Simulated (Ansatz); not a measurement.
# GaI3 (model cell, started as ReO3 type): following an unstable mode, part 2 of 2

Aim: this structure of GaI3 (model cell, started as ReO3 type) is to be tested for unstable modes, and one is followed downhill.

Ansatz 0.2.0; DFT PBEsol, scalar-relativistic, plane waves, PAW.

So far. Step 4 (The mode frozen in, largest atomic shift 0.32 Å): The run ends at a pressure of 0.25 GPa, with forces up to 0.41 eV/Å. Step 5 (Energy along the mode, all amplitudes (two of the runs …): The lowest of the steps tried is at 0.32 Å, 8.97 meV/atom below the parent; the bottom of the well need not coincide with a step.

The structure was built from a prototype and need not be the compound's stable phase.

**6. Relaxation from the frozen mode**

Starting from the lowest point found, all atoms and the cell are let go, so that strain and other modes of the same symmetry can join in.

The input, input.yaml:

```yaml
crystal:
  lattice:
    - [5.5866885338, 0.0, 0.0]
    - [0.0, 5.5866885338, 0.0]
    - [0.0, 0.0, 5.5866885338]
  atoms:
    - { symbol: Ga, position: [0.0, -0.0572790121, 0.0] }
    - { symbol: I, position: [0.5, 0.0213424239, 0.0] }
    - { symbol: I, position: [0.0, 0.4887850016, 0.0] }
    - { symbol: I, position: [0.0, 0.0213424239, 0.5] }
kpoints:
  mp_grid: { grid: [8, 8, 8] }
hamiltonian:
  xc: pbesol
scf:
  occupations: { method: methfessel_paxton, width: 0.15 }
output:
  forces: true
  stress: true
  eigenvalues: true
relax:
  adjacent_minimum: "off"
  f_tol: 0.002
  max_steps: 120
  cell: { stress_tol: 0.03 }
```

Started as:

```console
$ ansatz run input.yaml --threads 4 --pin off --max-ram 7168MiB --backend cpu --events-out ev --progress --plain --runs-dir out
```

Numbers of over 12 decimals in the logs are rounded to 6 here.

Output:

```text
[...]
Crystal: 4 atoms, lattice volume = 174.367 Å³
Basis set: ecut = 420 eV, 3407 PW (Γ), exchange–correlation on 80×80×80 points (8 copies of the dense FFT grid, shifted against one another)
Bands: 39, of which v1, the nominal top of the filled ones, is band 32 counted from 1 (31 counted from 0)
Symmetry: 8 space group operations
[...]
k-points: 75 of 512 (time reversal used)
[...]
SCF iter   1: F=—  HF=-26040.596586 eV  |F-HF|=—  |Δ(HF+E_count)|=         —  Δρ=2.47e-3  dr2=1.15e-2  ethr=1.77e-3  ⟨swp⟩=8.3  Hψ=13440  notcnv=0  defer=25
[...]
SCF iter   8: F=-26040.593516 eV  HF=-26040.593516 eV  |F-HF|=4.65e-9  |Δ(HF+E_count)|=   1.09e-7  S|Δr|=    0.00e0  Δρ=4.66e-6  dr2=5.64e-8  ethr=1.56e-10  ⟨swp⟩=10.4  Hψ=15824  notcnv=0
SCF 1 converged in 8 iterations: F = -26040.593516 eV  dr2 = 5.64e-8
[...]
relax step   1: F+E_penalty+E_count = -26040.59351556 eV  Δ(F+E_penalty+E_count) = +0.000e0 eV  max|allowed force component| = 4.122e-1 eV/Å  Δτ_max = 0.0000 Å  P = +0.254 GPa  Ω = 174.367 Å³  (8 SCF iters, dr2 threshold 1.00e-7 eV, accepted)
Crystal: 4 atoms, lattice volume = 173.830 Å³
Basis set: ecut = 420 eV, 3383 PW (Γ), exchange–correlation on 80×80×80 points (8 copies of the dense FFT grid, shifted against one another)
[...]
iter 1 solved again at ethr=1.08e-4 eV; its pass at ethr=3.10e-3 eV (dr2=6.93e-2 eV) is discarded
[...]
SCF iter   8: F=-26040.678624 eV  HF=-26040.678624 eV  |F-HF|=5.48e-8  |Δ(HF+E_count)|=   2.36e-7  S|Δr|=    0.00e0  Δρ=6.42e-6  dr2=8.37e-8  ethr=6.25e-10  ⟨swp⟩=8.6  Hψ=14158  notcnv=0
SCF 2 converged in 8 iterations: F = -26040.678624 eV  dr2 = 8.37e-8
[...]
relax step   2: F+E_penalty+E_count = -26040.67862381 eV  Δ(F+E_penalty+E_count) = -8.511e-2 eV  max|allowed force component| = 4.046e-1 eV/Å  Δτ_max = 0.0936 Å  P = -0.003 GPa  Ω = 173.830 Å³  energy of the carried Pulay correction = +7.014e-5 eV  (8 SCF iters, dr2 threshold 4.00e-7 eV, accepted)
Crystal: 4 atoms, lattice volume = 174.385 Å³
Basis set: ecut = 420 eV, 3409 PW (Γ), exchange–correlation on 80×80×80 points (8 copies of the dense FFT grid, shifted against one another)
[...]
SCF iter   7: F=-26040.763793 eV  HF=-26040.763793 eV  |F-HF|=6.84e-8  |Δ(HF+E_count)|=   3.95e-7  S|Δr|=    0.00e0  Δρ=5.67e-6  dr2=4.29e-8  ethr=6.25e-10  ⟨swp⟩=11.5  Hψ=15974  notcnv=0
SCF 3 converged in 7 iterations: F = -26040.763793 eV  dr2 = 4.29e-8
[...]
relax step   3: F+E_penalty+E_count = -26040.76379342 eV  Δ(F+E_penalty+E_count) = -8.517e-2 eV  max|allowed force component| = 9.552e-1 eV/Å  Δτ_max = 0.1302 Å  P = -0.308 GPa  Ω = 174.385 Å³  energy of the carried Pulay correction = -2.421e-6 eV  (7 SCF iters, dr2 threshold 4.00e-7 eV, accepted)
[... from here on, the SCF cycles and remarks between the steps are left out ...]
relax step   4: F+E_penalty+E_count = -26040.89933364 eV  Δ(F+E_penalty+E_count) = -1.355e-1 eV  max|allowed force component| = 7.566e-1 eV/Å  Δτ_max = 0.0842 Å  P = -0.339 GPa  Ω = 175.317 Å³  energy of the carried Pulay correction = -1.238e-4 eV  (6 SCF iters, dr2 threshold 4.00e-7 eV, accepted)
relax step   5: F+E_penalty+E_count = -26040.96579693 eV  Δ(F+E_penalty+E_count) = -6.646e-2 eV  max|allowed force component| = 6.124e-1 eV/Å  Δτ_max = 0.1941 Å  P = +0.719 GPa  Ω = 177.019 Å³  energy of the carried Pulay correction = -3.439e-4 eV  (6 SCF iters, dr2 threshold 4.00e-7 eV, accepted)
relax step   6: F+E_penalty+E_count = -26040.98240813 eV  Δ(F+E_penalty+E_count) = -1.661e-2 eV  max|allowed force component| = 1.694e-1 eV/Å  Δτ_max = 0.0314 Å  P = -0.251 GPa  Ω = 180.757 Å³  energy of the carried Pulay correction = -8.196e-4 eV  (6 SCF iters, dr2 threshold 4.00e-7 eV, accepted)
relax step   7: F+E_penalty+E_count = -26040.98513981 eV  Δ(F+E_penalty+E_count) = -2.732e-3 eV  max|allowed force component| = 8.607e-3 eV/Å  Δτ_max = 0.0071 Å  P = -0.011 GPa  Ω = 179.186 Å³  energy of the carried Pulay correction = -6.210e-4 eV  (5 SCF iters, dr2 threshold 4.00e-7 eV, accepted)
relax step   8: F+E_penalty+E_count = -26040.98516213 eV  Δ(F+E_penalty+E_count) = -2.232e-5 eV  max|allowed force component| = 7.001e-4 eV/Å  Δτ_max = 0.0008 Å  P = -0.002 GPa  Ω = 179.079 Å³  energy of the carried Pulay correction = -6.073e-4 eV  (5 SCF iters, dr2 threshold 4.63e-9 eV, accepted)
relax step   9: F+E_penalty+E_count = -26041.00175891 eV  Δ(F+E_penalty+E_count) = -1.660e-2 eV  max|allowed force component| = 8.375e-4 eV/Å  Δτ_max = 0.0000 Å  P = +0.183 GPa  Ω = 179.079 Å³  stress off target by 5.21e-1 GPa  SCF on the basis re-selected at this cell (its energy is not comparable with the rows above)  (9 SCF iters)
relax step  10: F+E_penalty+E_count = -26041.00865055 eV  Δ(F+E_penalty+E_count) = -6.892e-3 eV  max|allowed force component| = 1.061e-2 eV/Å  Δτ_max = 0.0258 Å  P = +0.114 GPa  Ω = 181.199 Å³  energy of the carried Pulay correction = -2.731e-4 eV  (6 SCF iters, dr2 threshold 4.00e-7 eV, accepted)
relax step  11: F+E_penalty+E_count = -26041.01150200 eV  Δ(F+E_penalty+E_count) = -2.851e-3 eV  max|allowed force component| = 8.898e-3 eV/Å  Δτ_max = 0.0337 Å  P = +0.036 GPa  Ω = 184.245 Å³  energy of the carried Pulay correction = -6.702e-4 eV  (6 SCF iters, dr2 threshold 1.48e-7 eV, accepted)
relax step  12: F+E_penalty+E_count = -26041.01157746 eV  Δ(F+E_penalty+E_count) = -7.546e-5 eV  max|allowed force component| = 9.238e-3 eV/Å  Δτ_max = 0.0079 Å  P = -0.012 GPa  Ω = 185.262 Å³  energy of the carried Pulay correction = -8.040e-4 eV  (6 SCF iters, dr2 threshold 9.93e-9 eV, accepted)
relax step  13: F+E_penalty+E_count = -26041.01158389 eV  Δ(F+E_penalty+E_count) = -6.432e-6 eV  max|allowed force component| = 8.287e-4 eV/Å  Δτ_max = 0.0034 Å  P = -0.002 GPa  Ω = 185.446 Å³  energy of the carried Pulay correction = -8.281e-4 eV  (5 SCF iters, dr2 threshold 5.33e-9 eV, accepted)
Basis set: ecut = 420 eV, 3663 PW (Γ), exchange–correlation on 72×96×72 points (8 copies of the dense FFT grid, shifted against one another)
[...]
SCF iter   8: F=-26041.012298 eV  HF=-26041.012298 eV  |F-HF|=3.64e-11  |Δ(HF+E_count)|=   1.15e-9  S|Δr|=    0.00e0  Δρ=5.77e-8  dr2=8.28e-12  ethr=1.00e-12  ⟨swp⟩=9.7  Hψ=14949  notcnv=0
SCF 14 converged in 8 iterations: F = -26041.012298 eV  dr2 = 8.28e-12
relax step  14: F+E_penalty+E_count = -26041.01229831 eV  Δ(F+E_penalty+E_count) = -7.144e-4 eV  max|allowed force component| = 8.291e-4 eV/Å  Δτ_max = 0.0000 Å  P = -0.006 GPa  Ω = 185.446 Å³  stress off target by 7.57e-3 GPa  SCF on the basis re-selected at this cell (its energy is not comparable with the rows above)  (8 SCF iters)
[...]
SCF converged after 8 iterations
[...]
Free energy (F): -26041.012298 eV
[...]
Internal energy: -26041.012591 eV  (E = F + TS)
E sigma→0 (E₀):  -26041.012371 eV
Entropy (-TS):   0.000292 eV (0.073 meV/atom)
Fermi energy:    3.054567 eV
Step filling:    the computed levels leave a gap of 0.0120 eV = 0.1 smearing widths at the electron count; against every level under it full and every level over it empty, smearing changes F+E_penalty+E_count by -0.351 meV and its σ→0 estimate by -0.424 meV
[...]
--- Forces (eV/Å), atoms counted from 1 ---
  atom   1  Ga     0.00000000     0.00011447     0.00000000
  atom   2  I     -0.00000000     0.00035725     0.00000000
  atom   3  I      0.00000000    -0.00082921     0.00000000
  atom   4  I      0.00000000     0.00035725    -0.00000000
  max |Σ_I F_I| component: 2.44e-7 eV/Å
--- Stress (GPa, compression-positive) ---
       -0.007571      -0.000000       0.000000
       -0.000000      -0.001577      -0.000000
        0.000000      -0.000000      -0.007571
  P = ⅓ Tr σ = -0.0056 GPa (-0.056 kbar)
--- Band table (eV; the first three rows and the last of 75) ---
  k-point 0: bands = [... 28 lower, 1.8445, 2.0312, 2.0312, 2.4338, 2.4338, 7.1295, 7.2139, 7.2139, ... 3 higher]
  k-point 1: bands = [... 28 lower, 1.7887, 1.9736, 1.9990, 2.3145, 2.6761, 7.2075, 7.2467, 7.3766, ... 3 higher]
  k-point 2: bands = [... 28 lower, 1.7694, 1.7746, 1.8335, 2.1801, 3.4095, 7.3311, 7.3600, 7.8044, ... 3 higher]
  k-point 74: bands = [... 28 lower, 2.3465, 2.3465, 2.4616, 3.3987, 4.2771, 6.7382, 6.7382, 7.7774, ... 3 higher]
--- Relaxed structure (12 steps of the walk, 12 accepted, 2 SCFs on fresh bases) ---
  F+E_penalty+E_count = -26041.01229831 eV   max|allowed force component| = 8.291e-4 eV/Å   (the final SCF, on the basis selected at the relaxed cell)
  cell:  # Å, volume = 185.4455 Å³
    - [5.207433, 0, 0]
    - [0, 6.838628, 0.0]
    - [0, 0.0, 5.207433]
  atoms:
    - { symbol: Ga, position: [0, -0.116058, 0.0] }
    - { symbol: I, position: [0.5, 0.035437, 0.0] }
    - { symbol: I, position: [0, 0.519374, 0] }
    - { symbol: I, position: [0, 0.035437, 0.5] }
```

The job ended after 4.7 min (4 threads of Arm Neoverse V2, shared host; peak memory 0.77 GiB; 14 min of CPU time).

Relaxation path:

| step | energy less that of the first step (eV) | largest force component (eV/Å) | pressure (GPa) | volume (Å³) |
| --- | --- | --- | --- | --- |
| 1 | 0.0000 | 0.4122 | 0.25 | 174.37 |
| 2 | -0.0851 | 0.4046 | 0.00 | 173.83 |
| 3 | -0.1703 | 0.9552 | -0.31 | 174.39 |
| 4 | -0.3058 | 0.7566 | -0.34 | 175.32 |
| 5 | -0.3723 | 0.6124 | 0.72 | 177.02 |
| 6 | -0.3889 | 0.1694 | -0.25 | 180.76 |
| 7 | -0.3916 | 0.0086 | -0.01 | 179.19 |
| 8 | -0.3916 | 0.0007 | 0.00 | 179.08 |
| 9* | -0.4082 | 0.0008 | 0.18 | 179.08 |
| 10 | -0.4151 | 0.0106 | 0.11 | 181.20 |
| 11 | -0.4180 | 0.0089 | 0.04 | 184.24 |
| 12 | -0.4181 | 0.0092 | -0.01 | 185.26 |
| 13 | -0.4181 | 0.0008 | 0.00 | 185.45 |
| 14* | -0.4188 | 0.0008 | -0.01 | 185.45 |

Relaxation steps marked * repeat the geometry before them on a plane-wave basis chosen anew for their cell, so energy and pressure can jump there.

The run keeps the 8 symmetry operations that it works with, so distortions that break them were not tested.

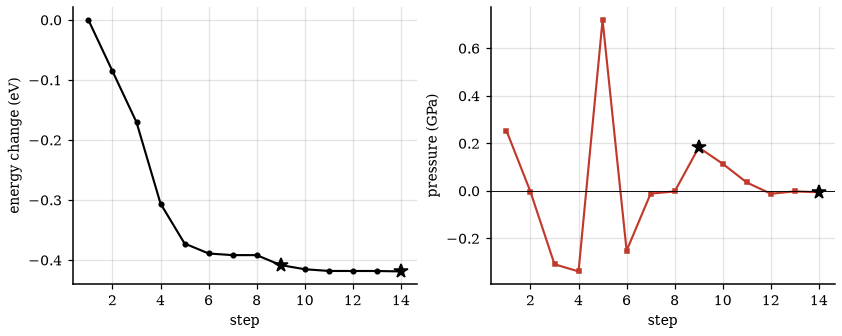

Energy and pressure along the relaxation. Stars mark steps on a basis chosen anew.

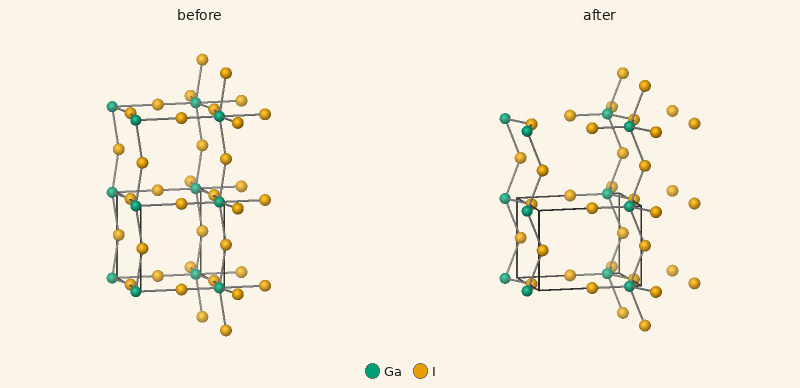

Before and after, at one scale. Bonds to atoms that aren't drawn are left out.

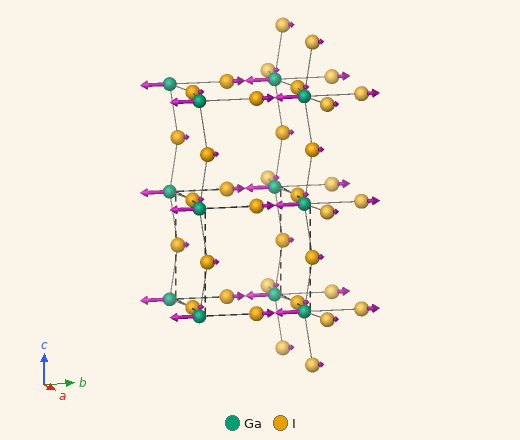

Displacements in the relaxation, exaggerated, measured against the changing cell; the longest in the cell stands for 0.40 Å. 1×1×2 cells are drawn. Some periodic images of atoms are drawn too.

| cell as run | before | after | change |
| --- | --- | --- | --- |
| a (Å) | 5.587 | 5.207 | -6.8 % |
| b (Å) | 5.587 | 6.839 | +22.4 % |
| c (Å) | 5.587 | 5.207 | -6.8 % |
| volume (Å³/atom) | 43.59 | 46.36 | +6.4 % |

The atoms that moved most (Å, as changes of fractional coordinates times the final cell):

| atom | dx | dy | dz | length |
| --- | --- | --- | --- | --- |
| Ga1 | 0.000 | -0.402 | 0.000 | 0.402 |
| I3 | 0.000 | 0.209 | 0.000 | 0.209 |
| I2 | 0.000 | 0.096 | 0.000 | 0.096 |
| I4 | 0.000 | 0.096 | 0.000 | 0.096 |

This step gave:

```yaml
pressure: -0.005573 GPa
volume_per_atom: 46.36 Å³
```

The distorted start has space group P4mm; the relaxation ends in P4mm.

**7. The new phase in its own primitive cell**

The relaxed structure is symmetrised, reduced to its primitive cell and relaxed tightly, as its phonons need.

input.yaml, the sections that differ from step 6:

```yaml
crystal:
  lattice:
    - [5.2074328942, 0.0, 0.0]
    - [0.0, 5.2074328942, 0.0]
    - [0.0, 0.0, 6.8386279544]
  atoms:
    - { symbol: Ga, position: [0.0, 0.0, 0.1160584572] }
    - { symbol: I, position: [0.5, 0.0, 0.9645625408] }
    - { symbol: I, position: [0.0, 0.0, 0.4806256239] }
    - { symbol: I, position: [0.0, 0.5, 0.9645625408] }
kpoints:
  mp_grid: { grid: [8, 8, 6] }
relax:
  adjacent_minimum: "off"
  f_tol: 0.001
  max_steps: 60
  cell: { stress_tol: 0.01 }
# hamiltonian, scf, output: as in step 6
```

Output:

```text
[...]
Crystal: 4 atoms, lattice volume = 185.446 Å³
Basis set: ecut = 420 eV, 3663 PW (Γ), exchange–correlation on 72×72×96 points (8 copies of the dense FFT grid, shifted against one another)
Bands: 39, of which v1, the nominal top of the filled ones, is band 32 counted from 1 (31 counted from 0)
Symmetry: 8 space group operations
[...]
k-points: 60 of 384 (time reversal used)
[...]
--- Relaxed structure (1 steps of the walk, 1 accepted, 1 SCFs on fresh bases) ---
[...]
cell:  # Å, volume = 185.4455 Å³
    - [5.2074328942, 0.0, 0.0]
    - [0.0, 5.2074328942, 0.0]
    - [0.0, 0.0, 6.8386279544]
  atoms:
    - { symbol: Ga, position: [0.0, 0.0, 0.1160584572] }
    - { symbol: I, position: [0.500000, 0.0, 0.964563] }
    - { symbol: I, position: [0.0, 0.0, 0.480626] }
    - { symbol: I, position: [0.0, 0.500000, 0.964563] }
[key lines of the parts left out:]
SCF converged after 7 iterations
Free energy (F): -26041.012261 eV
Fermi energy:    3.053973 eV
P = ⅓ Tr σ = -0.0056 GPa (-0.056 kbar)
```

Wall time 33 s (4 threads); peak memory 0.67 GiB.

Little changed from the start: no atom moved by 0.005 Å and no cell edge by 0.1 %.

This step gave:

| Item | Value |
| --- | --- |
| pressure | -0.005610 GPa |

The largest force component left is 0.66 meV/Å and the pressure is -0.006 GPa, within the tolerances set. The cell now holds 46.36 Å³/atom.

**8. Modes of the new phase, k-mesh 8×8×6**

A relaxed structure may still be a saddle point, so its zone-centre modes are computed. No field response is asked, since the mesh shows no gap.

input.yaml, as its differences from that of step 7:

```diff
@@ -17,9 +17,4 @@
 output:
-  forces: true
-  stress: true
   eigenvalues: true
-relax:
-  adjacent_minimum: "off"
-  f_tol: 0.001
-  max_steps: 60
-  cell: { stress_tol: 0.01 }
+phonons:
+  method: dfpt
```

Output:

```text
[...]
Crystal: 4 atoms, lattice volume = 185.446 Å³
Basis set: ecut = 420 eV, 3663 PW (Γ), exchange–correlation on 72×72×96 points (8 copies of the dense FFT grid, shifted against one another)
Bands: 39, of which v1, the nominal top of the filled ones, is band 32 counted from 1 (31 counted from 0)
Symmetry: 8 space group operations
k-points: 100 of 384 (irreducible under 4 space group operations, time reversal used)
[...]
SCF iter   1: F=—  HF=-26041.029706 eV  |F-HF|=—  |Δ(HF+E_count)|=         —  Δρ=3.73e-3  dr2=5.92e-2  ethr=1.77e-3  ⟨swp⟩=8.3  Hψ=18064  notcnv=0  defer=6
[...]
SCF iter  11: F=-26041.012261 eV  HF=-26041.012261 eV  |F-HF|=3.64e-12  |Δ(HF+E_count)|=  1.46e-11  S|Δr|=    0.00e0  Δρ=3.41e-8  dr2=3.69e-12  ethr=1.00e-12  ⟨swp⟩=13.7  Hψ=21059  notcnv=0
SCF 1 converged in 11 iterations: F = -26041.012261 eV  dr2 = 3.69e-12
[...]
SCF converged after 11 iterations
[...]
Free energy (F): -26041.012261 eV
[...]
Internal energy: -26041.012503 eV  (E = F + TS)
E sigma→0 (E₀):  -26041.012321 eV
Entropy (-TS):   0.000243 eV (0.061 meV/atom)
Fermi energy:    3.053973 eV
[...]
--- Band table (eV; the first three rows and the last of 100) ---
  k-point 0: bands = [... 28 lower, 1.8444, 2.0312, 2.0312, 2.4337, 2.4337, 7.1295, 7.2140, 7.2140, ... 3 higher]
  k-point 1: bands = [... 28 lower, 1.9906, 1.9906, 2.0783, 2.4233, 2.4233, 7.3271, 7.3976, 7.3976, ... 3 higher]
  k-point 2: bands = [... 28 lower, 1.9070, 1.9070, 2.3933, 2.4084, 2.4084, 7.5483, 7.8219, 7.8219, ... 3 higher]
  k-point 99: bands = [... 28 lower, 2.3465, 2.3465, 2.4615, 3.3985, 4.2772, 6.7382, 6.7382, 7.7773, ... 3 higher]
[...]
ASR residual: 1.431e-4 → 0.000e0 eV/Å²; symmetrization residual: 9.742e-6 eV/Å²
  ASR residual per site (eV/Å²): 2.04e-5 1.05e-4 1.43e-4 1.05e-4
[...]
```

Run time: 4 min. Hardware: 4 threads; peak memory 2.3 GiB; 9.5 min of CPU time.

Numbers from this step:

* sum-rule residual before enforcement: 1.43e-4 eV/Å²
* point group: 4mm
* highest optical mode at the zone centre (no LO-TO term): 245.7 cm⁻¹
* lowest optical zone-centre mode: 28.21 cm⁻¹

Patterns of degenerate modes are one choice out of their space. Modes at Γ, with each element's share of the kinetic energy:

| mode | frequency (cm⁻¹) | symmetry | Ga % | I % |
| --- | --- | --- | --- | --- |
| 1 | 0.0 | acoustic | 15 | 85 |
| 2 | 0.0 | acoustic | 15 | 85 |
| 3 | 0.0 | acoustic | 15 | 85 |
| 4 | 28.2 | E | 2 | 98 |
| 5 | 28.2 | E | 2 | 98 |
| 6 | 36.3 | E | 59 | 41 |
| 7 | 36.3 | E | 59 | 41 |
| 8 | 56.2 | B1 | 0 | 100 |
| 9 | 97.1 | A1 | 10 | 90 |
| 10 | 107.1 | E | 23 | 77 |
| 11 | 107.1 | E | 23 | 77 |
| 12 | 245.7 | A1 | 74 | 26 |

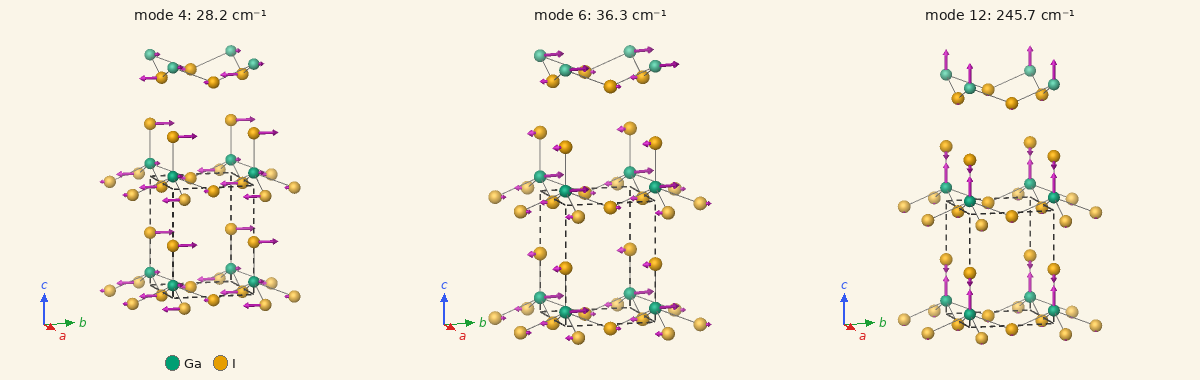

Displacement patterns of modes 4, 6 and 12 at Γ; arrows are exaggerated. 1×1×2 cells are drawn. Some periodic images of atoms are drawn too.

Before it was imposed, the acoustic sum rule was missed by 1.4e-4 eV/Å². Small misses are needed for a sound result but don't prove that mesh and cutoff are converged. The lowest optical mode is real, 28.2 cm⁻¹.

**9. Summary of results**

| Property | Result |
| --- | --- |
| unstable mode of the parent | q = (0, 0, 0), 58i cm⁻¹ |
| depth at the lowest point sampled | 8.97 meV/atom |
| largest atomic shift at that point | 0.32 Å |
| space group reached | P4mm |
| energy gained over the parent (first relaxation, on the mesh of the frozen mode) | 114 meV/atom |
| volume per atom, phase reached | 46.4 Å³ |
| lowest optical zone-centre mode, phase reached | 28.2 cm⁻¹ |
| highest optical mode at the zone centre (no LO-TO term), phase reached | 246 cm⁻¹ |

In words: Along this mode the structure falls into P4mm, 114 meV/atom below the parent. At the parent's cell the well is 8.968 meV/atom deep on the steps tried, with its lowest point at a shift of 0.32 Å. Relaxing atoms and cell changes the gain by +105.19 meV/atom against the lowest step (energies at zero smearing). Most of the total comes from this relaxation. The new phase has no imaginary mode at the zone centre of its cell; other wavevectors were not checked. Of the 2 patterns followed to their end from this parent, this one ends 74.4 meV/atom above the lowest, R3m. Each path keeps the symmetry of its pattern, so a lower phase may lie along a pattern not tried. With no gap, or one that is small against the smearing, the frequencies hang on the k mesh and the smearing, most of all near Kohn anomalies. Spin-orbit coupling is left out, which can matter for the heavy elements here. The starting cell was built on a prototype and not taken from a measurement, so the phase need not exist.

[Logs are printed without paths, hosts, clocks, repeated set-up lines and the standing remarks that a program may print on its own settings, such as how far it seeks lower states.]

[Hosts, paths, dates, database ids (printed as entryN), source tags and the programs' standing remarks are cut or masked in the printed files.]
